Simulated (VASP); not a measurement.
## Run report: Ni, geometry relaxation (part 1 of 3)

- system: Ni (Fm-3m, 1 atom in the cell)
- method: Kohn-Sham DFT of a periodic cell, PBE, VASP PAW PBE potentials, recommended, spin-polarised (VASP 6.6.1)

The structure derives from an entry of the Crystallography Open Database.

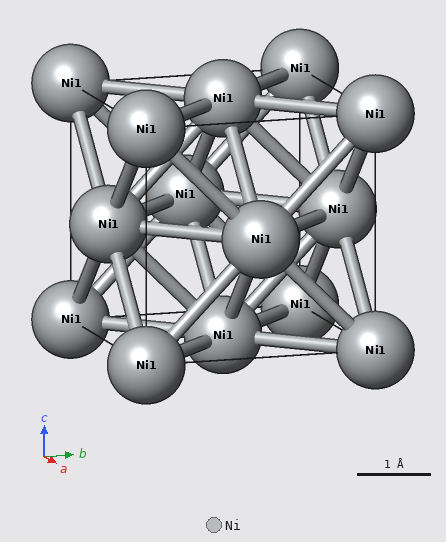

The structure as given in the input (ball-and-stick view of the cell 4 times as large as that of the calculation, set on its symmetry axes, seen slightly off an axis; atoms are numbered from 1 in the order of the input). An atom can appear more than once, as a periodic image. Near neighbours in the periodic cell (some may lie outside the picture): Ni has 12 Ni at 2.35 Å.

INCAR
```
SYSTEM = Ni
PREC = Accurate ; ENCUT = 200
EDIFF = 1E-7 ; ISMEAR = 0
SIGMA = 0.1 ; LREAL = .FALSE.
LASPH = .TRUE. ; NELM = 100
ALGO = Normal ; ISIF = 3
LWAVE = .FALSE. ; LCHARG = .FALSE.
ISPIN = 2 ; MAGMOM = 0.8
LORBIT = 11 ; LMAXMIX = 4
GGA = PE ; IBRION = 2
NSW = 80 ; EDIFFG = -0.002
```

KPOINTS
```
Automatic mesh
0
G
  20 20 20
  0 0 0
```

POSCAR
```
Ni                                      
1.0
   -0.0000000000      1.6613475617      1.6613475617
    1.6613475617     -0.0000000000      1.6613475617
    1.6613475617      1.6613475617     -0.0000000000
  Ni            
     1
Direct
     0.0000000000000000    1.0000000000000000    0.0000000000000000
```

Command:
```bash
cat potpaw_PBE.64/Ni/POTCAR > POTCAR
mpirun -np 1 vasp_std > vasp.out
```

OSZICAR
```
N       E                     dE             d eps       ncg     rms          rms(c)
DAV:   1     0.479481120330E+01    0.47948E+01   -0.28602E+03 10157   0.619E+02
DAV:   2    -0.613945221393E+01   -0.10934E+02   -0.10386E+02  9349   0.903E+01
DAV:   3    -0.620354574932E+01   -0.64094E-01   -0.64069E-01 10233   0.726E+00
DAV:   4    -0.620365320520E+01   -0.10746E-03   -0.10745E-03  9824   0.284E-01
DAV:   5    -0.620365372290E+01   -0.51770E-06   -0.51973E-06  9996   0.167E-02    0.130E+01
DAV:   6    -0.498765643427E+01    0.12160E+01   -0.15033E+01  9564   0.468E+01    0.291E+00
DAV:   7    -0.484330027969E+01    0.14436E+00   -0.11183E+00  9470   0.121E+01    0.175E+00
DAV:   8    -0.483259199745E+01    0.10708E-01   -0.10243E-02 10470   0.776E-01    0.613E-01
DAV:   9    -0.483147739428E+01    0.11146E-02   -0.59059E-04 11020   0.178E-01    0.205E-01
DAV:  10    -0.483135976375E+01    0.11763E-03   -0.93513E-05 10511   0.743E-02    0.388E-02
DAV:  11    -0.483136689725E+01   -0.71335E-05   -0.30339E-05 11243   0.580E-02    0.162E-02
DAV:  12    -0.483136832463E+01   -0.14274E-05   -0.35846E-07  9600   0.700E-03    0.913E-03
DAV:  13    -0.483136706623E+01    0.12584E-05   -0.10480E-07  4900   0.249E-03    0.442E-03
DAV:  14    -0.483136808367E+01   -0.10174E-05   -0.94878E-08  4753   0.332E-03    0.253E-04
DAV:  15    -0.483136775794E+01    0.32573E-06   -0.12649E-09  4712   0.338E-04    0.139E-04
DAV:  16    -0.483136778274E+01   -0.24806E-07   -0.50558E-10  4695   0.207E-04
   1 F= -.48313678E+01 E0= -.48272789E+01  d E =-.483137E+01  mag=     0.5295
       N       E                     dE             d eps       ncg     rms          rms(c)
DAV:   1    -0.476836831622E+02   -0.42852E+02   -0.78303E+02  9887   0.372E+02    0.170E+02
DAV:   2     0.142328578908E+01    0.49107E+02   -0.10031E+02  9336   0.250E+02    0.229E+01
DAV:   3     0.850990467696E+01    0.70866E+01   -0.95403E+00 11912   0.538E+01    0.140E+01
DAV:   4     0.991704477532E+01    0.14071E+01   -0.14421E+00 11556   0.152E+01    0.584E+00
DAV:   5     0.989896325016E+01   -0.18082E-01   -0.11833E-01 12492   0.414E+00    0.159E+00
DAV:   6     0.987697453023E+01   -0.21989E-01   -0.21429E-02 12632   0.168E+00    0.495E-01
DAV:   7     0.987449402416E+01   -0.24805E-02   -0.73836E-04 13722   0.299E-01    0.191E-01
DAV:   8     0.987446563408E+01   -0.28390E-04   -0.52323E-05 13273   0.108E-01    0.732E-02
DAV:   9     0.987444190801E+01   -0.23726E-04   -0.51093E-06 12895   0.328E-02    0.287E-02
DAV:  10     0.987443711163E+01   -0.47964E-05   -0.84949E-07 13025   0.111E-02    0.102E-02
DAV:  11     0.987443575597E+01   -0.13557E-05   -0.28252E-07  5295   0.697E-03    0.811E-04
DAV:  12     0.987443560056E+01   -0.15541E-06   -0.17124E-08  4903   0.160E-03    0.692E-04
DAV:  13     0.987443559599E+01   -0.45648E-08   -0.19731E-09  4863   0.658E-04
   2 F= 0.98744356E+01 E0= 0.98770926E+01  d E =0.147058E+02  mag=     0.0000
       N       E                     dE             d eps       ncg     rms          rms(c)
DAV:   1    -0.520458071028E+02   -0.61920E+02   -0.11517E+03  9601   0.622E+02    0.581E+01
DAV:   2    -0.102474253346E+02    0.41798E+02   -0.13189E+02 11086   0.113E+02    0.426E+01
DAV:   3    -0.628982403024E+01    0.39576E+01   -0.17094E+00 10148   0.924E+00    0.215E+01
DAV:   4    -0.500594359169E+01    0.12839E+01   -0.13550E+00  9659   0.163E+01    0.272E+00
DAV:   5    -0.499614738574E+01    0.97962E-02   -0.27743E-01 10035   0.510E+00    0.928E-01
DAV:   6    -0.499491266034E+01    0.12347E-02   -0.68809E-03  9788   0.100E+00    0.208E-01
DAV:   7    -0.499506099527E+01   -0.14833E-03   -0.61061E-04 10080   0.274E-01    0.319E-01
DAV:   8    -0.499452991980E+01    0.53108E-03   -0.47488E-04  9396   0.234E-01    0.826E-02
DAV:   9    -0.499456556812E+01   -0.35648E-04   -0.44636E-05  9426   0.694E-02    0.189E-02
DAV:  10    -0.499457725458E+01   -0.11686E-04   -0.59360E-06  9389   0.284E-02    0.898E-03
DAV:  11    -0.499457737179E+01   -0.11721E-06   -0.10767E-06  9983   0.887E-03    0.199E-03
DAV:  12    -0.499457749572E+01   -0.12394E-06   -0.41308E-08  4780   0.191E-03    0.583E-04
DAV:  13    -0.499457754526E+01   -0.49532E-07   -0.38010E-09  4709   0.626E-04
   3 F= -.49945775E+01 E0= -.49867088E+01  d E =-.163210E+00  mag=     0.0000
       N       E                     dE             d eps       ncg     rms          rms(c)
DAV:   1    -0.501737879833E+01   -0.22801E-01   -0.31047E-01  9570   0.756E+00    0.115E+00
DAV:   2    -0.500281097463E+01    0.14568E-01   -0.14654E-01  9504   0.460E+00    0.237E-01
DAV:   3    -0.500104341277E+01    0.17676E-02   -0.89148E-03  9551   0.123E+00    0.152E-01
DAV:   4    -0.500065631985E+01    0.38709E-03   -0.52830E-04  9906   0.170E-01    0.151E-02
DAV:   5    -0.500065993298E+01   -0.36131E-05   -0.42878E-06  9635   0.196E-02    0.816E-03
DAV:   6    -0.500065882560E+01    0.11074E-05   -0.27472E-07  9487   0.675E-03    0.268E-03
DAV:   7    -0.500065886296E+01   -0.37355E-07   -0.37247E-09  4722   0.698E-04
   4 F= -.50006589E+01 E0= -.49929534E+01  d E =-.169291E+00  mag=     0.0000
       N       E                     dE             d eps       ncg     rms          rms(c)
DAV:   1    -0.500303254626E+01   -0.23737E-02   -0.36238E-02  9572   0.260E+00    0.391E-01
DAV:   2    -0.500132502736E+01    0.17075E-02   -0.17001E-02  9513   0.157E+00    0.809E-02
DAV:   3    -0.500112602182E+01    0.19901E-03   -0.10180E-03  9582   0.418E-01    0.530E-02
DAV:   4    -0.500109335782E+01    0.32664E-04   -0.61688E-05  9894   0.585E-02    0.563E-03
DAV:   5    -0.500109364906E+01   -0.29124E-06   -0.49913E-07  9419   0.659E-03    0.551E-03
DAV:   6    -0.500109378112E+01   -0.13206E-06   -0.73572E-08  4699   0.306E-03    0.827E-03
DAV:   7    -0.500109310957E+01    0.67155E-06   -0.30852E-07  4995   0.669E-03    0.156E-03
DAV:   8    -0.500109309747E+01    0.12094E-07   -0.18704E-08  4627   0.153E-03
   5 F= -.50010931E+01 E0= -.49934436E+01  d E =-.169725E+00  mag=    -0.0000
       N       E                     dE             d eps       ncg     rms          rms(c)
DAV:   1    -0.500139275749E+01   -0.29965E-03   -0.69777E-03  9574   0.115E+00    0.171E-01
DAV:   2    -0.500105966391E+01    0.33309E-03   -0.32663E-03  9515   0.687E-01    0.355E-02
DAV:   3    -0.500102329376E+01    0.36370E-04   -0.19434E-04  9551   0.183E-01    0.234E-02
DAV:   4    -0.500102154221E+01    0.17515E-05   -0.11909E-05  9886   0.258E-02    0.272E-03
DAV:   5    -0.500102157274E+01   -0.30522E-07   -0.10495E-07  6844   0.318E-03
   6 F= -.50010216E+01 E0= -.49933966E+01  d E =-.169654E+00  mag=    -0.0004
       N       E                     dE             d eps       ncg     rms          rms(c)
DAV:   1    -0.501347612355E+01   -0.12455E-01   -0.27185E-01  9558   0.714E+00    0.106E+00
DAV:   2    -0.500090380294E+01    0.12572E-01   -0.12943E-01  9513   0.424E+00    0.226E-01
DAV:   3    -0.499929424510E+01    0.16096E-02   -0.79788E-03  9549   0.116E+00    0.149E-01
DAV:   4    -0.499886949537E+01    0.42475E-03   -0.47502E-04 10112   0.164E-01    0.577E-02
DAV:   5    -0.499886102610E+01    0.84693E-05   -0.42482E-06  9494   0.222E-02    0.432E-02
DAV:   6    -0.499885478203E+01    0.62441E-05   -0.68995E-06  9493   0.302E-02    0.150E-02
DAV:   7    -0.499885970539E+01   -0.49234E-05   -0.25021E-06  9507   0.195E-02    0.932E-03
DAV:   8    -0.499886051183E+01   -0.80644E-06   -0.37792E-07  9335   0.758E-03    0.127E-03
DAV:   9    -0.499886057450E+01   -0.62669E-07   -0.14287E-08  4641   0.154E-03
   7 F= -.49988606E+01 E0= -.49910828E+01  d E =0.216100E-02  mag=    -0.0000
       N       E                     dE             d eps       ncg     rms          rms(c)
DAV:   1    -0.501152009595E+01   -0.12660E-01   -0.19389E-01  9571   0.601E+00    0.906E-01
DAV:   2    -0.500241412019E+01    0.91060E-02   -0.90975E-02  9507   0.364E+00    0.187E-01
DAV:   3    -0.500132482572E+01    0.10893E-02   -0.54552E-03  9545   0.967E-01    0.121E-01
DAV:   4    -0.500109222690E+01    0.23260E-03   -0.33010E-04  9874   0.135E-01    0.121E-02
DAV:   5    -0.500109428612E+01   -0.20592E-05   -0.26205E-06  9578   0.150E-02    0.679E-03
DAV:   6    -0.500109368221E+01    0.60390E-06   -0.30640E-07  7682   0.613E-03    0.737E-03
DAV:   7    -0.500109339466E+01    0.28755E-06   -0.20786E-07  4711   0.561E-03    0.175E-03
DAV:   8    -0.500109330749E+01    0.87173E-07   -0.35062E-08  4613   0.178E-03
   8 F= -.50010933E+01 E0= -.49934451E+01  d E =-.717348E-04  mag=     0.0000
```

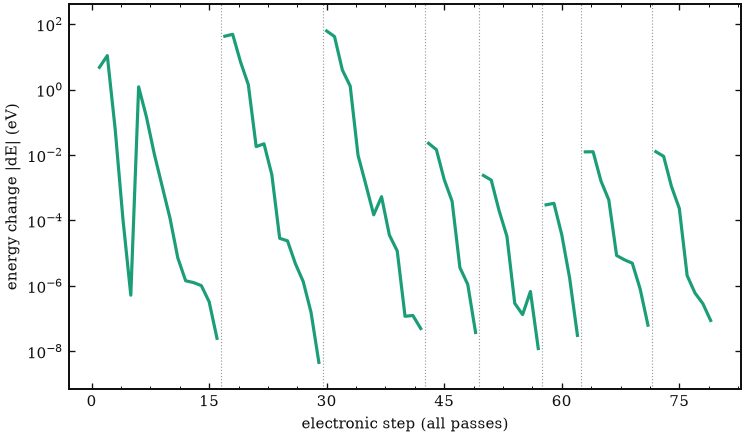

Convergence of the self-consistent field: energy change |dE| against the electronic step. Each stretch between dotted lines is the SCF of one geometry step of a relaxation. The 8 ionic steps take 5 to 16 electronic steps each. The density is held fixed in the first few steps, and dE rises again when its update begins.

Parts of OUTCAR
```
SYSTEM = Ni
   PREC = Accurate
   ENCUT = 200
   EDIFF = 1E-7
   ISMEAR = 0
   LREAL = .FALSE.
   LASPH = .TRUE.
   NELM = 100
   ISIF = 3
   ISPIN = 2
   LORBIT = 11
   GGA = PE
   IBRION = 2
   NSW = 80
   EDIFFG = -0.002

 ion  position               nearest neighbor table
   1  0.000  0.000  0.000-

  LATTYP: Found a face centered cubic cell.
 ALAT       =     3.3226951234

  Lattice vectors:

 A1 = (   0.0000000000,   1.6613475617,   1.6613475617)
 A2 = (   1.6613475617,   0.0000000000,   1.6613475617)
 A3 = (   1.6613475617,   1.6613475617,   0.0000000000)

Analysis of symmetry for initial positions (statically):
=====================================================================
 Subroutine PRICEL returns:
 Original cell was already a primitive cell.

 Routine SETGRP: Setting up the symmetry group for a
 face centered cubic supercell.

 Subroutine GETGRP returns: Found 48 space group operations
 (whereof 48 operations were pure point group operations)
 out of a pool of 48 trial point group operations.

The static configuration has the point symmetry O_h .

Analysis of symmetry for dynamics (positions and initial velocities):
=====================================================================
 Subroutine PRICEL returns:
 Original cell was already a primitive cell.

 Routine SETGRP: Setting up the symmetry group for a
 face centered cubic supercell.

 Subroutine GETGRP returns: Found 48 space group operations
 (whereof 48 operations were pure point group operations)
 out of a pool of 48 trial point group operations.

The dynamic configuration has the point symmetry O_h .

Analysis of structural, dynamic, and magnetic symmetry:
=====================================================================
 Subroutine PRICEL returns:
 Original cell was already a primitive cell.

 Routine SETGRP: Setting up the symmetry group for a
 face centered cubic supercell.

 Subroutine GETGRP returns: Found 48 space group operations
 (whereof 48 operations were pure point group operations)
 out of a pool of 48 trial point group operations.

The overall configuration has the point symmetry O_h .

 Subroutine INISYM returns: Found 48 space group operations
 (whereof 48 operations are pure point group operations),
 and found     1 'primitive' translations

----------------------------------------------------------------------------------------

                                     Primitive cell

  volume of cell :       9.1709

  direct lattice vectors                    reciprocal lattice vectors
     0.000000000  1.661347562  1.661347562    -0.300960504  0.300960504  0.300960504
     1.661347562  0.000000000  1.661347562     0.300960504 -0.300960504  0.300960504
     1.661347562  1.661347562  0.000000000     0.300960504  0.300960504 -0.300960504

  length of vectors
     2.349500254  2.349500254  2.349500254     0.521278885  0.521278885  0.521278885

  position of ions in fractional coordinates (direct lattice)
     0.000000000  0.000000000  0.000000000

  ion indices of the primitive-cell ions
   primitive index   ion index
                 1           1

----------------------------------------------------------------------------------------

 KPOINTS: Automatic mesh

Automatic generation of k-mesh.
 Grid dimensions read from file:
 generate k-points for:   20   20   20

 Generating k-lattice:

  Cartesian coordinates                     Fractional coordinates (reciprocal lattice)
    -0.015048025  0.015048025  0.015048025     0.050000000  0.000000000  0.000000000
     0.015048025 -0.015048025  0.015048025     0.000000000  0.050000000  0.000000000
     0.015048025  0.015048025 -0.015048025     0.000000000  0.000000000  0.050000000

  Length of vectors
     0.026063944  0.026063944  0.026063944

  Shift w.r.t. Gamma in fractional coordinates (k-lattice)
     0.000000000  0.000000000  0.000000000

 Subroutine IBZKPT returns following result:
 ===========================================

 Found    256 irreducible k-points:
```
